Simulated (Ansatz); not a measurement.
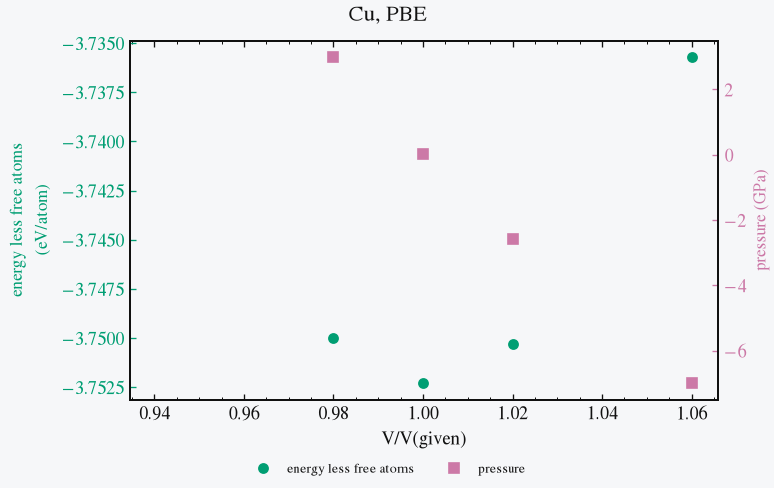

Plotted: energy less free atoms and pressure against V/V(given) for Cu, space group P6_3/mmc (No. 194).

Cell as given: a = 2.556 Å, b = 2.556 Å, c = 4.227 Å, α = 90.00°, β = 90.00°, γ = 120.00°; 2 atoms.

Computed with Ansatz 0.2.0: periodic Kohn-Sham DFT of a crystal at fixed atoms, scaled to the stated factor times the given cell; pressure positive in compression, energy less spherical unpolarised free atoms. Level: PBE.

- method: all-electron LAPW
- relativity: scalar
- k mesh: 17×17×9
- occupations: Fermi–Dirac
- smearing width: 0.03 eV
- basis error target: 0.25 (meV/atom)
- nucleus: Gaussian

V(given) is 11.96 Å³/atom.

The point at V/V(given) 0.941 is left out of the plot. What does the calculation give there?

```tsv
V/V(given)	energy less free atoms (eV/atom)	pressure (GPa)
0.941	-3.7313	10.0
```

Limits of the calculation: shape and atomic fractions are frozen while scaling, which makes layered, chain and framework solids too stiff.
